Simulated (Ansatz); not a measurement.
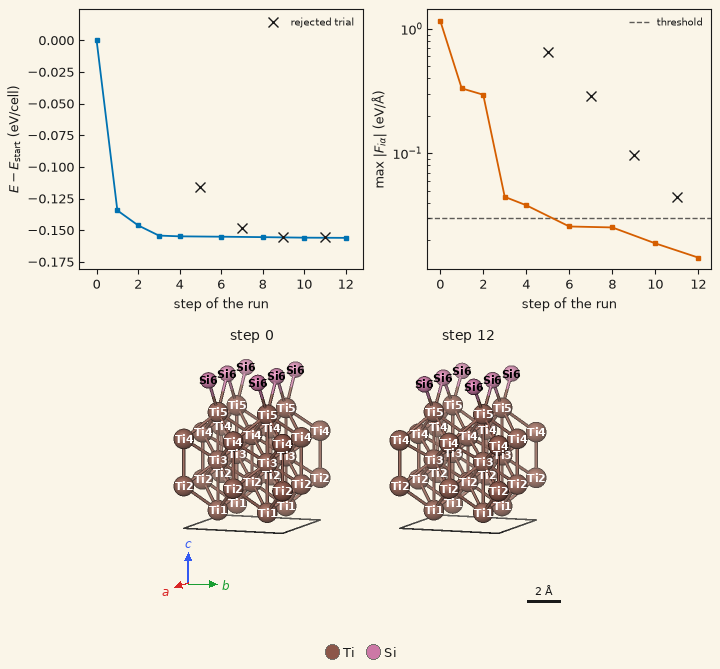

First and last geometry of a constrained relaxation of a slab of composition Ti5Si (cut from the Im-3m phase), with the history of the run. The picture is a ball-and-stick view of the 2 × 2 repeat of the cell, outlined in the plane, without the vacuum, seen slightly off an axis.

Case: Si put at a bridge Ti-Ti site. The slab is the (1 0 0) face of Ti with Si on it. 2 atoms are held fixed.

These are results of DFT r2SCAN, scalar-relativistic, plane waves, PAW (Ansatz), not measurements. (plane-wave cutoff 500 eV; k-point mesh 9 × 9 × 1; occupations gaussian; smearing width 0.1 eV; no spin polarisation; dipole correction; atoms relaxed in a fixed cell; force threshold 0.03 eV/Å; at most 70 steps)

### Read the history and describe the run.

It converged. Over 8 accepted moves (12 points after the start) the energy falls by 0.156 eV per cell of the calculation. Largest force component: 1.2 eV/Å at the start, 0.014 eV/Å at the end. The line search rejected the trial steps at points 5, 7, 9, 11 of the run. The forces were under the threshold at step 6, but the run went on from there. The atom that moves furthest is Si6 (0.24 Å along the normal (−c)). By element the largest moves are Si 0.24 Å, Ti 0.09 Å. The cell stays as it was. Some distances before and after: Ti5–Si6 2.720 → 2.513 Å, Ti2–Ti4 2.928 → 2.838 Å, Ti3–Ti4 2.724 → 2.650 Å, Ti4–Ti5 2.767 → 2.828 Å. Bond angles that change, for instance: Ti5–Si6–Ti5 73.4° → 80.6°.

Limits of the set-up: the periodic images lie only 3.3 Å apart, so the values are limited by the cell's size.
